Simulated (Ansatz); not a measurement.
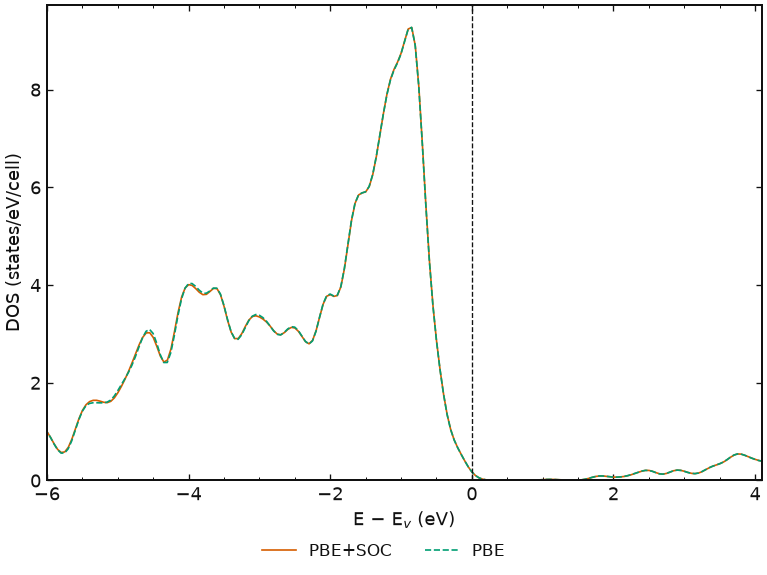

Total densities of states of SnO₂, space group P4_2/mnm (No. 136), 6 atoms in the cell, rutile type, by two methods on the same cell. The curves are built from the levels of the k mesh with Gaussians 0.3 eV wide, which also blur the band edges. Each is counted from its own valence-band top.

Question: How do the methods compare?

Answer: The gap hardly changes: PBE+SOC gives a gap of 1.10 eV and PBE gives a gap of 1.10 eV.

Settings. PBE+SOC: DFT, PBE with spin-orbit coupling, plane waves, PAW, 6×6×8 k mesh, 420 eV cutoff (Ansatz 0.2.0). PBE: DFT, PBE, plane waves, PAW, no spin polarisation, 6×6×8 k mesh, 420 eV cutoff, Fermi-Dirac smearing of 0.02 eV (Ansatz).
